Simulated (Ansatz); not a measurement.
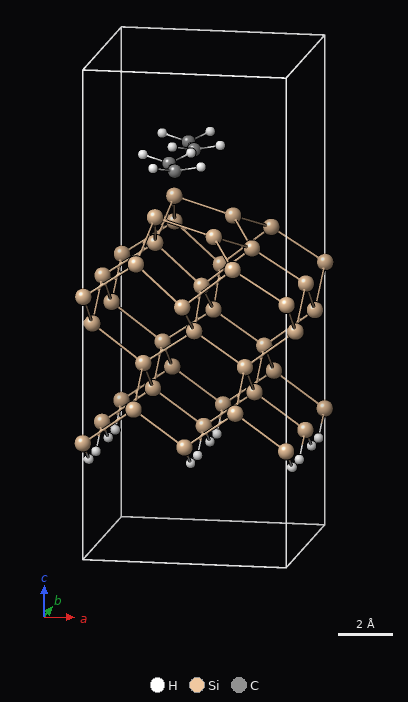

Fig. 1: The input geometry (ball-and-stick view of the 1 × 2 repeat of the cell, with the vacuum cut short, seen slightly off an axis). An atom can appear more than once, as a periodic image.

## Run report: CH₄Si₇, geometry relaxation (part 1 of 3)

The run: geometry relaxation of CH₄Si₇ (slab, 24 atoms in the cell). Method and program: DFT PBE+D3(BJ), scalar-relativistic, plane waves, PAW, no spin polarisation (Ansatz 0.2.0).

The structure derives from an entry of the Crystallography Open Database. The input holds or restrains some coordinates. Forces given for the steps count only the free coordinates.

Log
```
Engine: ansatz 0.2.0, aarch64-unknown-linux-gnu
Pseudopotentials: kind: paw
Pseudopotential: H, paw, valence charge 1, recommended cutoff 420 eV (normal), H.paw.azcp
Pseudopotential: Si, paw, valence charge 4, recommended cutoff 420 eV (normal), Si.paw.azcp
Pseudopotential: C, paw, valence charge 4, recommended cutoff 420 eV (normal), C.paw.azcp
Functional definition: PBE
  parameter kappa = 0.804
  parameter beta = 0.06672455060314922
  exchange = pbe_x(kappa = kappa, mu = beta*pi^2/3)
  correlation = pbe_c(beta = beta)
Crystal: 24 atoms, lattice volume = 833.072 Å³
Basis set: ecut = 420 eV, 16311 PW (Γ), exchange–correlation on 108×54×384 points (8 copies of the dense FFT grid, shifted against one another)
Bands: 60, of which v1, the nominal top of the filled ones, is band 36 counted from 1 (35 counted from 0)
Symmetry: 1 space group operations
Space group: P1 (ITA 1), of the structure as read, at distance tolerance 9.4e-5 Å
k-points: 18 of 32 (time reversal used)
Non-local potential: H, projectors of the file, l = 0: 2, l = 1: 1
Non-local potential: Si, projectors of the file, l = 0: 2, l = 1: 2, l = 2: 2
Non-local potential: C, projectors of the file, l = 0: 2, l = 1: 2, l = 2: 1
PAW form: soft (Blöchl's): semilocal exchange-correlation on the pseudo side does not see the compensation charge
PAW one-centre angular grid: H, 110 points (default); XC on 64 Gauss nodes
PAW one-centre angular grid: Si, 110 points (default); XC on 64 Gauss nodes
PAW one-centre angular grid: C, 110 points (default); XC on 64 Gauss nodes
Initial density: superposition of atomic densities (neutral atoms: chi_scale 0, normalization atom), corrected by the library's trained network
Initial wavefunctions: pseudopotential atomic-orbital guess
Functional: x = pbe(κ = 0.804, μ = 0.2195149727645171), c = pbe(β = 0.06672455060314922)
SCF iter   1: F=—  HF=-9528.624575 eV  |F-HF|=—  |Δ(HF+E_count)|=         —  Δρ=3.21e-3  dr2=3.40e-1  ethr=1.77e-3  p=-0.070 e·Å  D=-1.52e-2 V/Å  ΔV_dip=0.43 eV  dr2_dipole=6.40e-4  V_vac-E_F(+/−)=4.26/3.83 eV  ⟨swp⟩=8.6  Hψ=6227  notcnv=0  defer=150
efield: sawtooth ramp at fractional position 0.9540 (placed from the atoms, in the widest stretch of the axis that holds none; the zero of the levels goes with the place), width 0.1000; the density the first Hamiltonian is built on has a dipole p = -0.070 e·Å; the dipole correction subtracts the counter field D = -1.52e-2 V/Å, which shifts the + side's vacuum level by +0.43 eV against the − side's; the planar-averaged density in the ramp window peaks in size at 2.6e-5 e/Å³
preconditioner: auto → LDOS  [metal: Δε(μ)=0.037 eV  Ē_g=8.842 eV  σ=0.050 eV  W_gap=0.38  n_scr=74 (ndim 8)  ℏωp=10.9 eV  f_vac=0.533  D(μ)=9.21/eV (n_scr^D=34)  β→1.0]
SCF iter   2: F=—  HF=-9528.621163 eV  |F-HF|=—  |Δ(HF+E_count)|=   3.41e-3  Δρ=1.95e-3  dr2=2.04e-1  ethr=4.72e-4  p=0.111 e·Å  D=2.42e-2 V/Å  ΔV_dip=-0.69 eV  dr2_dipole=2.98e-2  V_vac-E_F(+/−)=3.76/4.45 eV  ⟨swp⟩=3.3  Hψ=1928  notcnv=0  defer=308
SCF iter   3: F=—  HF=-9528.596488 eV  |F-HF|=—  |Δ(HF+E_count)|=   2.47e-2  Δρ=1.06e-3  dr2=5.96e-2  ethr=2.83e-4  p=0.019 e·Å  D=4.14e-3 V/Å  ΔV_dip=-0.12 eV  dr2_dipole=1.42e-3  V_vac-E_F(+/−)=3.77/3.88 eV  ⟨swp⟩=3.3  Hψ=1400  notcnv=0  defer=308
SCF iter   4: F=—  HF=-9528.589531 eV  |F-HF|=—  |Δ(HF+E_count)|=   6.96e-3  Δρ=6.07e-4  dr2=1.72e-2  ethr=8.28e-5  p=0.057 e·Å  D=1.25e-2 V/Å  ΔV_dip=-0.35 eV  dr2_dipole=4.24e-4  V_vac-E_F(+/−)=3.68/4.03 eV  ⟨swp⟩=1.7  Hψ=1203  notcnv=0  defer=306
SCF iter   5: F=—  HF=-9528.588162 eV  |F-HF|=—  |Δ(HF+E_count)|=   1.37e-3  Δρ=3.68e-4  dr2=5.43e-3  ethr=2.39e-5  p=0.074 e·Å  D=1.61e-2 V/Å  ΔV_dip=-0.46 eV  dr2_dipole=4.16e-4  V_vac-E_F(+/−)=3.59/4.05 eV  ⟨swp⟩=2.1  Hψ=1178  notcnv=0  defer=306
SCF iter   6: F=—  HF=-9528.587620 eV  |F-HF|=—  |Δ(HF+E_count)|=   5.43e-4  Δρ=2.39e-4  dr2=1.70e-3  ethr=7.54e-6  p=0.079 e·Å  D=1.71e-2 V/Å  ΔV_dip=-0.48 eV  dr2_dipole=9.61e-5  V_vac-E_F(+/−)=3.55/4.03 eV  ⟨swp⟩=2.5  Hψ=1200  notcnv=0  defer=306
SCF iter   7: F=—  HF=-9528.587437 eV  |F-HF|=—  |Δ(HF+E_count)|=   1.82e-4  Δρ=1.72e-4  dr2=5.81e-4  ethr=2.36e-6  p=0.079 e·Å  D=1.73e-2 V/Å  ΔV_dip=-0.49 eV  dr2_dipole=2.05e-5  V_vac-E_F(+/−)=3.54/4.03 eV  ⟨swp⟩=2.6  Hψ=1211  notcnv=0  defer=306
SCF iter   8: F=—  HF=-9528.587400 eV  |F-HF|=—  |Δ(HF+E_count)|=   3.72e-5  Δρ=1.17e-4  dr2=2.19e-4  ethr=8.07e-7  p=0.077 e·Å  D=1.67e-2 V/Å  ΔV_dip=-0.47 eV  dr2_dipole=2.04e-8  V_vac-E_F(+/−)=3.55/4.03 eV  ⟨swp⟩=1.8  Hψ=876  notcnv=0  defer=306
SCF iter   9: F=—  HF=-9528.587403 eV  |F-HF|=—  |Δ(HF+E_count)|=   3.34e-6  Δρ=6.60e-5  dr2=7.62e-5  ethr=3.04e-7  p=0.077 e·Å  D=1.66e-2 V/Å  ΔV_dip=-0.47 eV  dr2_dipole=4.75e-6  V_vac-E_F(+/−)=3.55/4.03 eV  ⟨swp⟩=2.6  Hψ=1305  notcnv=0  defer=306
SCF iter  10: F=—  HF=-9528.587411 eV  |F-HF|=—  |Δ(HF+E_count)|=   7.23e-6  Δρ=4.02e-5  dr2=3.54e-5  ethr=1.06e-7  p=0.076 e·Å  D=1.65e-2 V/Å  ΔV_dip=-0.47 eV  dr2_dipole=4.13e-6  V_vac-E_F(+/−)=3.56/4.02 eV  ⟨swp⟩=2.2  Hψ=1195  notcnv=0  defer=306
SCF iter  11: F=-9528.587399 eV  HF=-9528.587413 eV  |F-HF|=1.45e-5  |Δ(HF+E_count)|=   2.69e-6  Δρ=2.34e-5  dr2=1.87e-5  ethr=3.12e-8  p=0.076 e·Å  D=1.66e-2 V/Å  ΔV_dip=-0.47 eV  dr2_dipole=2.93e-6  V_vac-E_F(+/−)=3.55/4.02 eV  ⟨swp⟩=27.3  Hψ=12369  notcnv=0
WARN: dispersion: an atom stands within reach of a switch of its C6 between two reference coordination numbers of its element: through that C6 alone, e_disp changes by 0.025 eV or more while the distances to its neighbours run over a stretch of 0.05 Å that contains this geometry (sites counted from 0 in the run's list of atoms or, in a supercell that it derives, in that cell's: here a list of 24) — site 16 (Si): coordination number 3.493 (about 3.31 to 3.67 with every neighbour 0.05 Å farther or nearer), switch near 3.404 between the references 3.868 (weight 0.66) and 2.941 (weight 0.34), e_disp changing by some 0.03 eV; site 17 (Si): coordination number 3.421 (about 3.27 to 3.58 with every neighbour 0.05 Å farther or nearer), switch near 3.404 between the references 3.868 (weight 0.53) and 2.941 (weight 0.47), e_disp changing by some 0.03 eV; some 0.06 eV in sum. This is how the published method behaves, and the energy and the forces stay consistent. Where you compare this geometry's total energy with another's, compare their components.e_disp too, and, where the geometries are yours to choose, keep both on one side of the switch, which a site's coordination number tells: a relaxation that ends in reach of it can search the other side under relax.adjacent_minimum: search, except where no move that the cell, the constraints and the symmetry allow carries the atom there
SCF 1 converged in 11 iterations: F = -9528.587399 eV  dr2 = 1.87e-5
  Residual-converged pass: ⟨swp⟩=1.1  Hψ=1153  notcnv=0  max |occ|·‖R‖ = 7.0e-9 eV (tolerance 1.0e-8 eV)  dr2=1.87e-5  dr2_onsite=7.39e-8  max |Δocc| = 2.3e-10
  greatest PAW one-centre occupation: 0.680 electrons in one spin orbital (limit 2), on the C atom at site 19 (counted from 0), in its partial waves of l = 0
relax step   1: F+E_penalty+E_count = -9528.58739894 eV  Δ(F+E_penalty+E_count) = +0.000e0 eV  max|allowed force component| = 2.425e0 eV/Å  Δτ_max = 0.0000 Å  (11 SCF iters, dr2 threshold 2.25e-5 eV, accepted)
Initial density: handed on by an earlier stage of this run
Initial wavefunctions: those handed on with the density
iter 1 solved again at ethr=6.52e-4 eV; its pass at ethr=3.10e-3 eV (dr2=4.69e-1 eV) is discarded
SCF iter   1: F=—  HF=-9529.471458 eV  |F-HF|=—  |Δ(HF+E_count)|=         —  Δρ=9.61e-3  dr2=4.90e-1  ethr=6.52e-4  p=0.076 e·Å  D=1.66e-2 V/Å  ΔV_dip=-0.47 eV  dr2_dipole=2.59e-3  V_vac-E_F(+/−)=3.64/4.11 eV  ⟨swp⟩=1.8  Hψ=4278  notcnv=0  defer=307
efield: sawtooth ramp at fractional position 0.9540 (handed on by an earlier solve), width 0.1000; the density the first Hamiltonian is built on has a dipole p = 0.076 e·Å; the dipole correction subtracts the counter field D = 1.66e-2 V/Å, which shifts the + side's vacuum level by -0.47 eV against the − side's; the planar-averaged density in the ramp window peaks in size at 1.5e-6 e/Å³
preconditioner: auto → LDOS  [metal: Δε(μ)=0.040 eV  Ē_g=8.854 eV  σ=0.050 eV  W_gap=0.38  n_scr=74 (ndim 8)  ℏωp=10.9 eV  f_vac=0.536  D(μ)=3.76/eV (n_scr^D=14)  β→1.0]
SCF iter   2: F=—  HF=-9529.412860 eV  |F-HF|=—  |Δ(HF+E_count)|=   5.86e-2  Δρ=3.34e-3  dr2=1.46e-1  ethr=6.52e-4  p=0.098 e·Å  D=2.14e-2 V/Å  ΔV_dip=-0.61 eV  dr2_dipole=3.78e-3  V_vac-E_F(+/−)=3.52/4.13 eV  ⟨swp⟩=2.9  Hψ=1792  notcnv=0  defer=307
SCF iter   3: F=—  HF=-9529.371598 eV  |F-HF|=—  |Δ(HF+E_count)|=   4.13e-2  Δρ=8.96e-4  dr2=1.54e-2  ethr=2.03e-4  p=0.094 e·Å  D=2.03e-2 V/Å  ΔV_dip=-0.58 eV  dr2_dipole=1.25e-5  V_vac-E_F(+/−)=3.52/4.10 eV  ⟨swp⟩=2.5  Hψ=2019  notcnv=0  defer=313
SCF iter   4: F=—  HF=-9529.369676 eV  |F-HF|=—  |Δ(HF+E_count)|=   1.92e-3  Δρ=4.43e-4  dr2=5.16e-3  ethr=2.13e-5  p=0.098 e·Å  D=2.14e-2 V/Å  ΔV_dip=-0.61 eV  dr2_dipole=9.43e-5  V_vac-E_F(+/−)=3.48/4.08 eV  ⟨swp⟩=2.0  Hψ=1415  notcnv=0  defer=313
SCF iter   5: F=—  HF=-9529.369473 eV  |F-HF|=—  |Δ(HF+E_count)|=   2.03e-4  Δρ=3.01e-4  dr2=3.77e-3  ethr=7.17e-6  p=0.101 e·Å  D=2.20e-2 V/Å  ΔV_dip=-0.62 eV  dr2_dipole=2.98e-4  V_vac-E_F(+/−)=3.47/4.10 eV  ⟨swp⟩=2.1  Hψ=1198  notcnv=0  defer=313
SCF iter   6: F=—  HF=-9529.368950 eV  |F-HF|=—  |Δ(HF+E_count)|=   5.23e-4  Δρ=1.63e-4  dr2=9.91e-4  ethr=5.24e-6  p=0.097 e·Å  D=2.11e-2 V/Å  ΔV_dip=-0.60 eV  dr2_dipole=2.05e-6  V_vac-E_F(+/−)=3.46/4.06 eV  ⟨swp⟩=2.0  Hψ=1239  notcnv=0  defer=311
SCF iter   7: F=—  HF=-9529.368845 eV  |F-HF|=—  |Δ(HF+E_count)|=   1.05e-4  Δρ=7.88e-5  dr2=2.10e-4  ethr=1.38e-6  p=0.101 e·Å  D=2.20e-2 V/Å  ΔV_dip=-0.62 eV  dr2_dipole=7.28e-5  V_vac-E_F(+/−)=3.46/4.08 eV  ⟨swp⟩=1.9  Hψ=1074  notcnv=0  defer=311
SCF iter   8: F=-9529.368767 eV  HF=-9529.368825 eV  |F-HF|=5.82e-5  |Δ(HF+E_count)|=   1.97e-5  Δρ=3.98e-5  dr2=7.12e-5  ethr=1.39e-7  p=0.099 e·Å  D=2.15e-2 V/Å  ΔV_dip=-0.61 eV  dr2_dipole=5.51e-6  V_vac-E_F(+/−)=3.46/4.07 eV  ⟨swp⟩=24.7  Hψ=12413  notcnv=0
WARN: dispersion: an atom stands within reach of a switch of its C6 between two reference coordination numbers of its element: through that C6 alone, e_disp changes by 0.025 eV or more while the distances to its neighbours run over a stretch of 0.05 Å that contains this geometry (sites counted from 0 in the run's list of atoms or, in a supercell that it derives, in that cell's: here a list of 24) — site 16 (Si): coordination number 3.378 (about 3.21 to 3.55 with every neighbour 0.05 Å farther or nearer), switch near 3.404 between the references 2.941 (weight 0.55) and 3.868 (weight 0.45), e_disp changing by some 0.03 eV. This is how the published method behaves, and the energy and the forces stay consistent. Where you compare this geometry's total energy with another's, compare their components.e_disp too, and, where the geometries are yours to choose, keep both on one side of the switch, which a site's coordination number tells: a relaxation that ends in reach of it can search the other side under relax.adjacent_minimum: search, except where no move that the cell, the constraints and the symmetry allow carries the atom there
SCF 2 converged in 8 iterations: F = -9529.368767 eV  dr2 = 7.12e-5
  greatest PAW one-centre occupation: 0.686 electrons in one spin orbital (limit 2), on the C atom at site 18 (counted from 0), in its partial waves of l = 0
relax step   2: F+E_penalty+E_count = -9529.36876718 eV  Δ(F+E_penalty+E_count) = -7.814e-1 eV  max|allowed force component| = 8.315e-1 eV/Å  Δτ_max = 0.1936 Å  (8 SCF iters, dr2 threshold 1.00e-4 eV, accepted)
[... from here on the SCF iterations and repeated set-up lines of each step are left out, up to the last step ...]
SCF 3 converged in 7 iterations: F = -9529.635941 eV  dr2 = 2.41e-5
relax step   3: F+E_penalty+E_count = -9529.63594077 eV  Δ(F+E_penalty+E_count) = -2.672e-1 eV  max|allowed force component| = 9.860e-1 eV/Å  Δτ_max = 0.1948 Å  (7 SCF iters, dr2 threshold 4.32e-5 eV, accepted)
SCF 4 converged in 7 iterations: F = -9529.760529 eV  dr2 = 2.00e-5
relax step   4: F+E_penalty+E_count = -9529.76052904 eV  Δ(F+E_penalty+E_count) = -1.246e-1 eV  max|allowed force component| = 5.415e-1 eV/Å  Δτ_max = 0.1903 Å  (7 SCF iters, dr2 threshold 1.00e-4 eV, accepted)
SCF 5 converged in 7 iterations: F = -9529.830441 eV  dr2 = 3.54e-5
relax step   5: F+E_penalty+E_count = -9529.83044069 eV  Δ(F+E_penalty+E_count) = -6.991e-2 eV  max|allowed force component| = 4.251e-1 eV/Å  Δτ_max = 0.2000 Å  (7 SCF iters, dr2 threshold 8.84e-5 eV, accepted)
SCF 6 converged in 7 iterations: F = -9529.899212 eV  dr2 = 3.39e-5
relax step   6: F+E_penalty+E_count = -9529.89921160 eV  Δ(F+E_penalty+E_count) = -6.877e-2 eV  max|allowed force component| = 3.944e-1 eV/Å  Δτ_max = 0.1934 Å  (7 SCF iters, dr2 threshold 5.45e-5 eV, accepted)
SCF 7 converged in 7 iterations: F = -9530.019786 eV  dr2 = 4.91e-5
relax step   7: F+E_penalty+E_count = -9530.01978571 eV  Δ(F+E_penalty+E_count) = -1.206e-1 eV  max|allowed force component| = 1.132e0 eV/Å  Δτ_max = 0.1952 Å  (7 SCF iters, dr2 threshold 9.58e-5 eV, accepted)
SCF 8 converged in 7 iterations: F = -9530.238462 eV  dr2 = 3.13e-5
relax step   8: F+E_penalty+E_count = -9530.23846188 eV  Δ(F+E_penalty+E_count) = -2.187e-1 eV  max|allowed force component| = 1.520e0 eV/Å  Δτ_max = 0.1915 Å  (7 SCF iters, dr2 threshold 1.00e-4 eV, accepted)
SCF 9 converged in 7 iterations: F = -9530.430414 eV  dr2 = 1.23e-5
relax step   9: F+E_penalty+E_count = -9530.43041353 eV  Δ(F+E_penalty+E_count) = -1.920e-1 eV  max|allowed force component| = 1.294e0 eV/Å  Δτ_max = 0.1938 Å  (7 SCF iters, dr2 threshold 1.00e-4 eV, accepted)
SCF 10 converged in 7 iterations: F = -9530.453404 eV  dr2 = 1.40e-5
relax step  10: F+E_penalty+E_count = -9530.45340379 eV  Δ(F+E_penalty+E_count) = -2.299e-2 eV  max|allowed force component| = 1.899e0 eV/Å  Δτ_max = 0.1956 Å  (7 SCF iters, dr2 threshold 1.00e-4 eV, accepted)
SCF 11 converged in 7 iterations: F = -9530.624310 eV  dr2 = 2.89e-5
relax step  11: F+E_penalty+E_count = -9530.62430950 eV  Δ(F+E_penalty+E_count) = -1.709e-1 eV  max|allowed force component| = 4.804e-1 eV/Å  Δτ_max = 0.1947 Å  (7 SCF iters, dr2 threshold 1.00e-4 eV, accepted)
SCF 12 converged in 6 iterations: F = -9530.643552 eV  dr2 = 1.19e-5
relax step  12: F+E_penalty+E_count = -9530.64355215 eV  Δ(F+E_penalty+E_count) = -1.924e-2 eV  max|allowed force component| = 1.809e-1 eV/Å  Δτ_max = 0.1105 Å  (6 SCF iters, dr2 threshold 1.48e-5 eV, accepted)
SCF 13 converged in 7 iterations: F = -9530.654044 eV  dr2 = 4.49e-7
relax step  13: F+E_penalty+E_count = -9530.65404425 eV  Δ(F+E_penalty+E_count) = -1.049e-2 eV  max|allowed force component| = 1.436e-1 eV/Å  Δτ_max = 0.1005 Å  (7 SCF iters, dr2 threshold 2.10e-6 eV, accepted)
SCF 14 converged in 9 iterations: F = -9530.665510 eV  dr2 = 8.36e-8
relax step  14: F+E_penalty+E_count = -9530.66550961 eV  Δ(F+E_penalty+E_count) = -1.147e-2 eV  max|allowed force component| = 1.473e-1 eV/Å  Δτ_max = 0.1288 Å  (9 SCF iters, dr2 threshold 2.93e-6 eV, accepted)
SCF 15 converged in 7 iterations: F = -9530.690580 eV  dr2 = 2.23e-6
```
